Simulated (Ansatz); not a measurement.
# HfO2: geometry relaxation (part 2 of 2)

HfO2 (3 atoms in the cell); DFT PBE, scalar-relativistic, plane waves, PAW, no spin polarisation (Ansatz 0.2.0); cutoff 420 eV, 8×8×8 k-mesh, Gaussian smearing of 0.02 eV. The structure derives from an entry of the Crystallography Open Database.

Geometry of the input (Å; fractional positions):
```
0.0000  2.5575  2.5575
2.5575  0.0000  2.5575
2.5575  2.5575  0.0000
Hf 0.0000  0.0000  0.0000
O  0.2500  0.2500  0.2500
O  0.7500  0.7500  0.7500
```

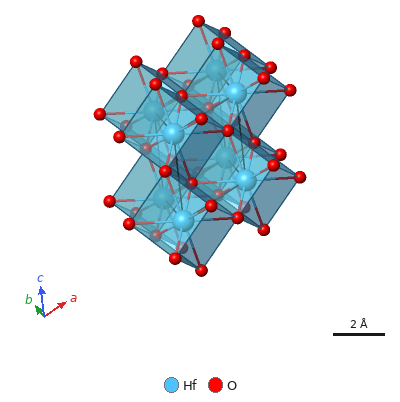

*The geometry at step 2 of the log (polyhedral view of the cell of the calculation, seen slightly off an axis; polyhedra are completed across the faces of the cell).*

### Log, continued
```
SCF iter   1: F=—  HF=-16861.410272 eV  |F-HF|=—  |Δ(HF+E_count)|=         —  Δρ=7.75e-5  dr2=2.72e-7  ethr=3.12e-8  ⟨swp⟩=3.2  Hψ=4553  notcnv=0
preconditioner: auto → none  [insulator: Δε(μ)=3.745 eV  Ē_g=18.201 eV  σ=0.020 eV  W_gap=1.00  n_scr=14 (ndim 8)  ℏωp=38.7 eV  f_vac=0.071  D(μ)=0.00/eV (n_scr^D=0)  ε∞_Penn≈5.5]
SCF iter   2: F=—  HF=-16861.410370 eV  |F-HF|=—  |Δ(HF+E_count)|=   9.74e-5  Δρ=3.91e-5  dr2=1.60e-7  ethr=7.16e-10  ⟨swp⟩=2.0  Hψ=1218  notcnv=0
SCF iter   3: F=—  HF=-16861.410370 eV  |F-HF|=—  |Δ(HF+E_count)|=   1.07e-7  Δρ=2.17e-5  dr2=6.33e-8  ethr=4.21e-10  ⟨swp⟩=2.2  Hψ=1112  notcnv=0
SCF iter   4: F=—  HF=-16861.410370 eV  |F-HF|=—  |Δ(HF+E_count)|=   1.46e-8  Δρ=2.61e-6  dr2=1.08e-9  ethr=1.66e-10  ⟨swp⟩=2.0  Hψ=1102  notcnv=0
SCF iter   5: F=—  HF=-16861.410370 eV  |F-HF|=—  |Δ(HF+E_count)|=  8.15e-10  Δρ=7.89e-7  dr2=1.30e-10  ethr=2.85e-12  ⟨swp⟩=2.0  Hψ=1214  notcnv=0
SCF iter   6: F=-16861.410370 eV  HF=-16861.410370 eV  |F-HF|=2.18e-11  |Δ(HF+E_count)|=  4.37e-11  Δρ=3.22e-7  dr2=2.56e-11  ethr=1.00e-12  ⟨swp⟩=5.7  Hψ=3242  notcnv=0
SCF 4 converged in 6 iterations: F = -16861.410370 eV  dr2 = 2.56e-11
relax step   4: F+E_penalty+E_count = -16861.41036976 eV  Δ(F+E_penalty+E_count) = +1.377e-3 eV  max|allowed force component| = 1.041e-17 eV/Å  Δτ_max = 0.0000 Å  P = -0.095 GPa  Ω = 33.128 Å³  stress off target by 9.50e-2 GPa  SCF on the basis re-selected at this cell (its energy is not comparable with the rows above)  (6 SCF iters)
basis re-selected at this cell: Δ(F+E_penalty+E_count) = +1.377e-3 eV, ΔP = -0.084 GPa vs the last step (what re-selecting the basis moved, of the pressure what is left beyond the Pulay correction that the steps carried, after the strain that the cell walked since its last selection, with what the two solves' SCF thresholds leave and, on support functions, any second-order correction that the steps lacked; it is no measure of the basis error at this ecutwfc). This SCF's stress stands 9.50e-2 GPa from its target on what of the cell is left free (relax.cell.stress_tol is 5.00e-2 GPa) and its largest allowed force component is 1.04e-17 eV/Å (relax.f_tol is 1.00e-2 eV/Å): not within both, so this SCF does not close the relaxation
Crystal: 3 atoms, lattice volume = 33.116 Å³
iter 1 solved again at ethr=2.23e-9 eV; its pass at ethr=3.10e-3 eV (dr2=8.48e-7 eV) is discarded
SCF iter   1: F=—  HF=-16861.410338 eV  |F-HF|=—  |Δ(HF+E_count)|=         —  Δρ=4.82e-5  dr2=6.79e-7  ethr=2.23e-9  ⟨swp⟩=2.0  Hψ=3433  notcnv=0
preconditioner: auto → none  [insulator: Δε(μ)=3.746 eV  Ē_g=18.203 eV  σ=0.020 eV  W_gap=1.00  n_scr=14 (ndim 8)  ℏωp=38.7 eV  f_vac=0.071  D(μ)=0.00/eV (n_scr^D=0)  ε∞_Penn≈5.5]
SCF iter   2: F=—  HF=-16861.410440 eV  |F-HF|=—  |Δ(HF+E_count)|=   1.02e-4  Δρ=1.56e-5  dr2=7.22e-8  ethr=1.79e-9  ⟨swp⟩=2.0  Hψ=1189  notcnv=0
SCF iter   3: F=—  HF=-16861.410440 eV  |F-HF|=—  |Δ(HF+E_count)|=   6.21e-9  Δρ=9.15e-6  dr2=2.43e-8  ethr=5.93e-11  ⟨swp⟩=7.4  Hψ=4004  notcnv=0
SCF iter   4: F=-16861.410440 eV  HF=-16861.410440 eV  |F-HF|=1.80e-9  |Δ(HF+E_count)|=  8.80e-10  Δρ=3.29e-6  dr2=2.14e-9  ethr=5.93e-11  ⟨swp⟩=7.2  Hψ=3793  notcnv=0
SCF 5 converged in 4 iterations: F = -16861.410440 eV  dr2 = 2.14e-9
relax step   5: F+E_penalty+E_count = -16861.41043957 eV  Δ(F+E_penalty+E_count) = -6.981e-5 eV  max|allowed force component| = 1.291e-17 eV/Å  Δτ_max = 0.0000 Å  P = -0.002 GPa  Ω = 33.116 Å³  energy of the carried Pulay correction = +6.609e-5 eV  (4 SCF iters, dr2 threshold 2.25e-8 eV, accepted)
iter 1 solved again at ethr=3.04e-8 eV; its pass at ethr=3.10e-3 eV (dr2=1.16e-5 eV) is discarded
SCF iter   1: F=—  HF=-16861.410024 eV  |F-HF|=—  |Δ(HF+E_count)|=         —  Δρ=2.11e-5  dr2=3.66e-8  ethr=3.04e-8  ⟨swp⟩=3.2  Hψ=4565  notcnv=0
SCF iter   2: F=—  HF=-16861.410123 eV  |F-HF|=—  |Δ(HF+E_count)|=   9.94e-5  Δρ=1.36e-5  dr2=4.81e-8  ethr=9.63e-11  ⟨swp⟩=2.9  Hψ=1353  notcnv=0
SCF iter   3: F=—  HF=-16861.410123 eV  |F-HF|=—  |Δ(HF+E_count)|=   9.42e-9  Δρ=6.87e-6  dr2=2.55e-9  ethr=9.63e-11  ⟨swp⟩=2.4  Hψ=1120  notcnv=0
SCF iter   4: F=—  HF=-16861.410123 eV  |F-HF|=—  |Δ(HF+E_count)|=   3.67e-9  Δρ=1.51e-6  dr2=7.36e-10  ethr=6.71e-12  ⟨swp⟩=2.0  Hψ=1187  notcnv=0
SCF iter   5: F=-16861.410123 eV  HF=-16861.410123 eV  |F-HF|=7.28e-12  |Δ(HF+E_count)|=  1.38e-10  Δρ=3.53e-7  dr2=1.79e-11  ethr=1.00e-12  ⟨swp⟩=4.7  Hψ=3716  notcnv=0
SCF 6 converged in 5 iterations: F = -16861.410123 eV  dr2 = 1.79e-11
relax step   6: F+E_penalty+E_count = -16861.41012330 eV  Δ(F+E_penalty+E_count) = +3.163e-4 eV  max|allowed force component| = 1.118e-17 eV/Å  Δτ_max = 0.0000 Å  P = -0.004 GPa  Ω = 33.116 Å³  stress off target by 4.01e-3 GPa  SCF on the basis re-selected at this cell (its energy is not comparable with the rows above)  (5 SCF iters)
basis re-selected at this cell: Δ(F+E_penalty+E_count) = +3.163e-4 eV, ΔP = -0.002 GPa vs the last step (what re-selecting the basis moved, of the pressure what is left beyond the Pulay correction that the steps carried, after the strain that the cell walked since its last selection, with what the two solves' SCF thresholds leave and, on support functions, any second-order correction that the steps lacked; it is no measure of the basis error at this ecutwfc). This SCF's stress stands 4.01e-3 GPa from its target on what of the cell is left free (relax.cell.stress_tol is 5.00e-2 GPa) and its largest allowed force component is 1.12e-17 eV/Å (relax.f_tol is 1.00e-2 eV/Å): within both
SCF converged after 5 iterations
Free energy (F): -16861.410123 eV
Harris-Foulkes:  -16861.410123 eV  (|F-HF|=7.28e-12)
Internal energy: -16861.410123 eV  (E = F + TS)
E sigma→0 (E₀):  -16861.410123 eV
Fermi energy:    17.602099 eV
--- Per-component energies (eV) ---
  E_band       = 40.213148
  E_kinetic    = 770.766922
  E_local      = -5782.485134  (includes V_loc(G=0)·N_el)
  E_nonlocal   = -1147.453579
  E_hartree    = 2649.094962
  E_xc         = -447.581140
  E_vxc        = -454.596099  (∫ρ·V_xc dr)
  E_paw        = -7242.404194  (= ΣΔE_a)
  E_vpaw       = 1355.786270  (= ΣTr[D̂ρ^β])
  E_aug_tail   = 0.005008  (compensation charges beyond the density's cutoff)
  E_ewald      = -5661.352968
  E_smearing   = -0.000000  (= −TS)
  E_closure    = 0.000000  (closes the sum)
  Σ components = -16861.410123   (vs F -16861.410123, Δ=0.00e0)
--- Forces (eV/Å), atoms counted from 1 ---
  atom   1  Hf    -0.00000000    -0.00000000     0.00000000
  atom   2  O      0.00000000     0.00000000     0.00000000
  atom   3  O     -0.00000000    -0.00000000    -0.00000000
  max |Σ_I F_I| component: 1.73e-18 eV/Å
--- Stress (GPa, compression-positive) ---
       -0.004006       0.000000      -0.000000
        0.000000      -0.004006       0.000000
       -0.000000      -0.000000      -0.004006
  P = ⅓ Tr σ = -0.0040 GPa (-0.040 kbar)
--- Band table (eV; the first three rows and the last of 29) ---
  k-point 0: bands = ["-45.3804", "-13.9102", "-13.9102", "-13.9102", "-2.9438", "-0.1624", "4.7229", "4.7229", "4.7229", "4.7862", "4.7862", "4.7862", "4.9859", "10.4370", "10.4370", "10.4370", "15.1182", "15.1182", "15.1182", "19.5753", "19.5753", "21.3859", "25.9622"]
  k-point 1: bands = ["-45.3785", "-13.9741", "-13.9171", "-13.9171", "-2.7455", "-0.2995", "4.7259", "4.7259", "4.7267", "4.7809", "4.7809", "4.7864", "4.9425", "10.5876", "10.5876", "10.8541", "14.6590", "14.8394", "14.8394", "19.8531", "19.8531", "21.9972", "25.2874"]
  k-point 2: bands = ["-45.3739", "-14.1228", "-13.9340", "-13.9340", "-2.2743", "-0.5838", "4.7320", "4.7320", "4.7385", "4.7705", "4.7705", "4.7867", "4.8649", "10.9575", "10.9575", "11.8177", "13.7488", "14.3257", "14.3257", "20.2700", "20.2700", "22.6529", "24.7781"]
  k-point 28: bands = ["-45.3632", "-14.1893", "-14.1893", "-14.0292", "-1.0694", "-1.0694", "4.7490", "4.7508", "4.7516", "4.7562", "4.7562", "4.7768", "4.7768", "10.4951", "10.7062", "13.1738", "13.1738", "14.3142", "15.5248", "20.4832", "20.8153", "22.6738", "22.6738"]
--- Relaxed structure (4 steps of the walk, 4 accepted, 2 SCFs on fresh bases) ---
  F+E_penalty+E_count = -16861.41012330 eV   max|allowed force component| = 1.118e-17 eV/Å   (the final SCF, on the basis selected at the relaxed cell)
  cell:  # Å, volume = 33.1162 Å³
    - [1.6878419858966642e-34, 2.5488057606202923, 2.5488057606202923]
    - [2.5488057606202923, 1.4967655346630795e-34, 2.5488057606202923]
    - [2.5488057606202923, 2.5488057606202923, 0.0]
  atoms:
    - { symbol: Hf, position: [-1.0578172417582162e-35, 6.783701677228261e-36, -1.6154588922509394e-36] }
    - { symbol: O, position: [0.25, 0.25, 0.25] }
    - { symbol: O, position: [0.75, 0.75, 0.75] }
```

### Trajectory as extended XYZ (Å, eV, eV/Å), 6 frames, from step=1 to step=6
```
3
Lattice="0.0000 2.5575 2.5575 2.5575 0.0000 2.5575 2.5575 2.5575 0.0000" Properties=species:S:1:pos:R:3:forces:R:3 step=1 energy=-16861.40742 pressure_GPa=-2.46
Hf    0.0000    0.0000    0.0000    0.0000   0.0000   0.0000
O     1.2788    1.2788    1.2788    0.0000   0.0000   0.0000
O     3.8363    3.8363    3.8363    0.0000   0.0000   0.0000
3
Lattice="0.0000 2.5471 2.5471 2.5471 0.0000 2.5471 2.5471 2.5471 0.0000" Properties=species:S:1:pos:R:3:forces:R:3 step=2 energy=-16861.41203 pressure_GPa=0.60
Hf    0.0000    0.0000    0.0000    0.0000   0.0000   0.0000
O     1.2735    1.2735    1.2735    0.0000   0.0000   0.0000
O     3.8206    3.8206    3.8206    0.0000   0.0000   0.0000
3
Lattice="0.0000 2.5491 2.5491 2.5491 0.0000 2.5491 2.5491 2.5491 0.0000" Properties=species:S:1:pos:R:3:forces:R:3 step=3 energy=-16861.41175 pressure_GPa=-0.01
Hf    0.0000    0.0000    0.0000    0.0000   0.0000   0.0000
O     1.2746    1.2746    1.2746    0.0000   0.0000   0.0000
O     3.8237    3.8237    3.8237    0.0000   0.0000   0.0000
3
Lattice="0.0000 2.5491 2.5491 2.5491 0.0000 2.5491 2.5491 2.5491 0.0000" Properties=species:S:1:pos:R:3:forces:R:3 step=4 energy=-16861.41037 pressure_GPa=-0.09
Hf    0.0000    0.0000    0.0000    0.0000   0.0000   0.0000
O     1.2746    1.2746    1.2746    0.0000   0.0000   0.0000
O     3.8237    3.8237    3.8237    0.0000   0.0000   0.0000
3
Lattice="0.0000 2.5488 2.5488 2.5488 0.0000 2.5488 2.5488 2.5488 0.0000" Properties=species:S:1:pos:R:3:forces:R:3 step=5 energy=-16861.41044 pressure_GPa=-0.00
Hf    0.0000    0.0000    0.0000    0.0000   0.0000   0.0000
O     1.2744    1.2744    1.2744    0.0000   0.0000   0.0000
O     3.8232    3.8232    3.8232    0.0000   0.0000   0.0000
3
Lattice="0.0000 2.5488 2.5488 2.5488 0.0000 2.5488 2.5488 2.5488 0.0000" Properties=species:S:1:pos:R:3:forces:R:3 step=6 energy=-16861.41012 pressure_GPa=-0.00
Hf    0.0000    0.0000    0.0000    0.0000   0.0000   0.0000
O     1.2744    1.2744    1.2744    0.0000   0.0000   0.0000
O     3.8232    3.8232    3.8232    0.0000   0.0000   0.0000
```

### Summary

| quantity | value |
| --- | --- |
| outcome | converged |
| space group (tolerance 0.01 Å) | Fm-3m (225) |
| electrons treated | 38 |
| free energy | −16861.4101 eV |
| Fermi energy | 17.602 eV |
| gap on the k-point mesh | 3.75 eV |
| pressure | 0.00 GPa |
| final volume | 33.12 Å³ |
| largest force (length of the vector) at the end | under 0.001 eV/Å |
| final cell | a = 3.605 Å, b = 3.605 Å, c = 3.605 Å, α = 60.00°, β = 60.00°, γ = 60.00° |
| hardware | 2 threads of Intel Xeon @ 2.70GHz, 189 GiB of memory available, shared host |
| wall time | 7.3 s (CPU time 13 s) |
| peak memory | 0.35 GiB |

Spin–orbit coupling is left out, which matters for Hf.
